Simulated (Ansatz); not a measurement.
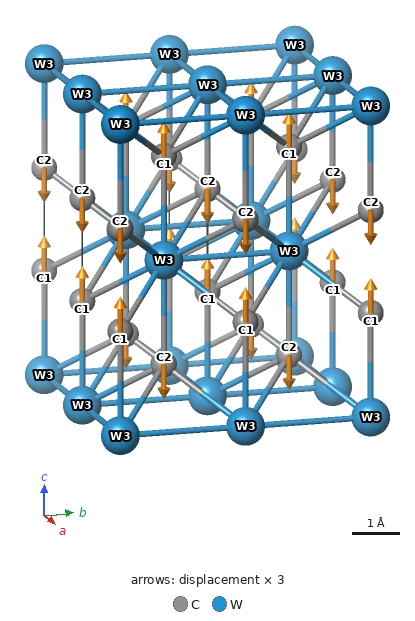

This is a relaxation of solid WC2 (a generated structure, set up in I4/mmm) (coarse preliminary run). The starting structure is drawn; orange arrows show the displacements (the part carried along by the change of the cell is left out), magnified 3 times.

Style: ball-and-stick. Shown: the conventional cell (2 times the calculation's cell), repeated 2 × 2 × 1 with one cell outlined, slightly off an axis. Lengths and directions refer to the drawn axes.

Case: Mo → W, Si → C on all its sites, cell and atoms relaxed.

All numbers below come from DFT PBEsol, scalar-relativistic, plane waves, PAW (Ansatz 0.2.0). Settings: plane-wave cutoff 420 eV; k-point mesh 10 × 10 × 10; occupations gaussian; smearing width 0.1 eV; no spin polarisation; cell and atoms relaxed; force threshold 0.05 eV/Å; at most 60 steps.

Q: Describe the change and its energy.

A: The energy falls by 0.592 eV per cell of the calculation in 12 accepted moves (15 points after the start). Largest force component: 0.73 eV/Å at the start, 0.013 eV/Å at the end. The pressure goes from −21.70 to 0.06 GPa. The line search rejected the trial step at point 6 of the run. The SCF was repeated twice at an unchanged geometry on a basis and grid sized afresh for the cell, which shifted the energy by 7.8 meV per cell of the calculation at most. The largest moves relative to the cell, 0.26 Å, are those of C1 and C2. C2 goes along −c. W stays in place. The volume changes by −3.1 %, with a = b 2.834 → 3.018 Å (+6.5 %), c 6.949 → 5.938 Å (−14.5 %). Some distances before and after: C1–C2 2.292 → 1.439 Å, W3–W3 2.834 → 3.018 Å, C1–W3 2.328 → 2.249 Å, C1–W3 (another image) 2.309 → 2.252 Å. New bonds form: C1–C2 (2.29 → 1.44 Å). Among the angles between lasting bonds that change: W3–C2–W3 120.5° → 142.7°, W3–C2–W3 119.8° → 108.6°, W3–C2–W3 75.7° → 84.1°. The space group stays I4/mmm (No. 139). Cost: 30 s on 1 thread of Intel(R) Xeon(R) Platinum 8488C (Sapphire Rapids) (shared host), peak memory 0.4 GiB.
